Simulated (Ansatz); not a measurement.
**Al24N25 (cell with a defect): density, localisation and related maps**

Al24N25 (cell with a defect), 49 atoms, a = 8.02 Å, b = 8.02 Å, c = 8.02 Å, α = 85.02°, β = 85.02°, γ = 85.02°.

Spin-polarised.

Theory: DFT PBE, scalar-relativistic, plane waves, PAW in Ansatz.

The density is the valence pseudo-density of a PAW calculation; it isn't the true density close to the nuclei.

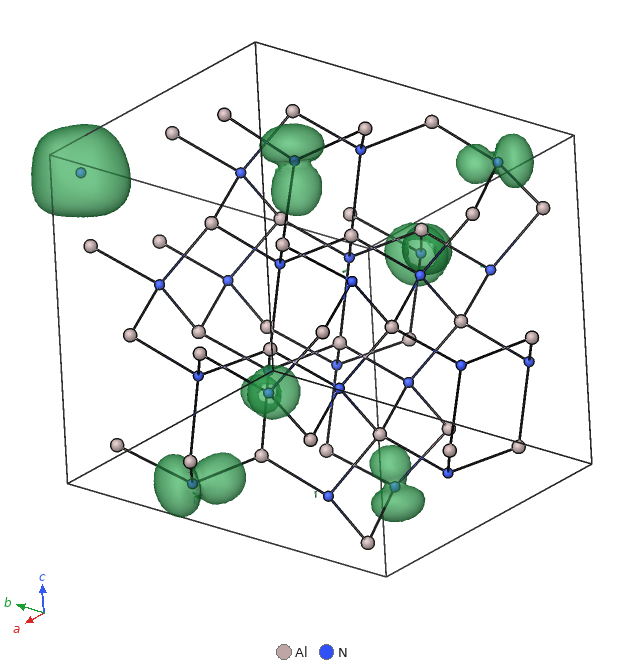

Figure 1. Isosurface of the spin density at +0.04 e/Å³ (green), seen at an oblique angle. Sticks mark near contacts.

**Which atoms carry the moments, and with what signs?**

The spin density sits on N: +1.3 μB in one cell of 49 atoms, with smaller moments on other sites: N (up to +0.19 μB): with much of the spin spread outside that site. The cell of the calculation (49 atoms) carries 3.0 μB of net spin moment.

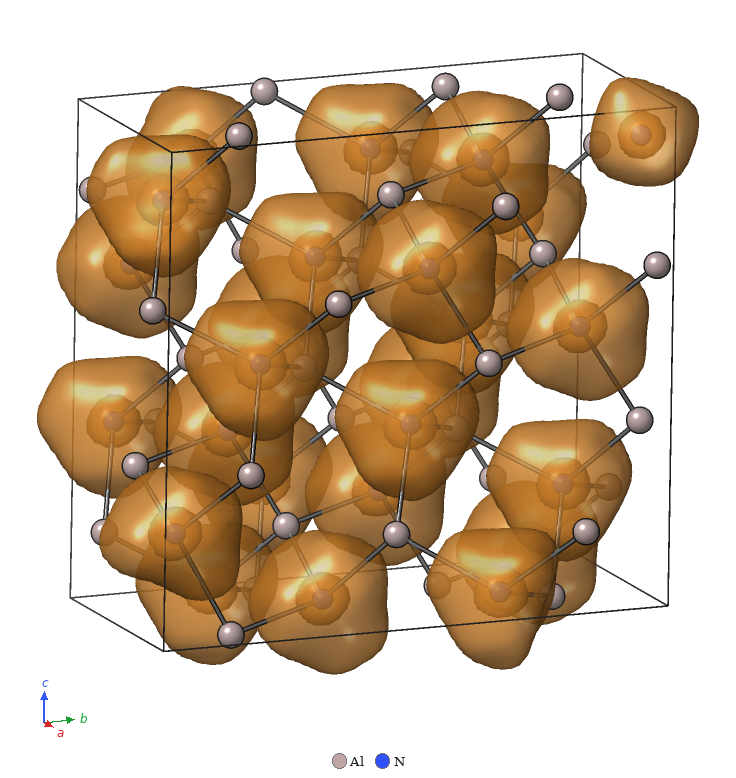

Figure 2. Isosurface of the electron localisation function at 0.65 (orange), seen slightly off an axis. Only the valence region is drawn (cores and ρ < 0.01 e/Å³ removed). Sticks mark near contacts.

**Where are the electrons localised?**

At this value the surface marks out 25 regions on N in which the atom's valence shell and bonds are merged, counted in one cell of 49 atoms. Any copies at cell faces, edges or corners count once.


Al–N (1.87 Å): the ELF peaks at about 0.90 in the valence shell of N, 0.8 Å from its nucleus, and is about 0.85 at the midpoint. Al–N (1.91 Å): the ELF peaks at about 0.90 between the atoms: a polar covalent bond.

**Does the calculation make it a metal, or give it a gap?**

It is gapped, with a Kohn–Sham gap of 1.1 eV on the k-point mesh (the band edges may lie off the mesh, which would make the gap smaller).
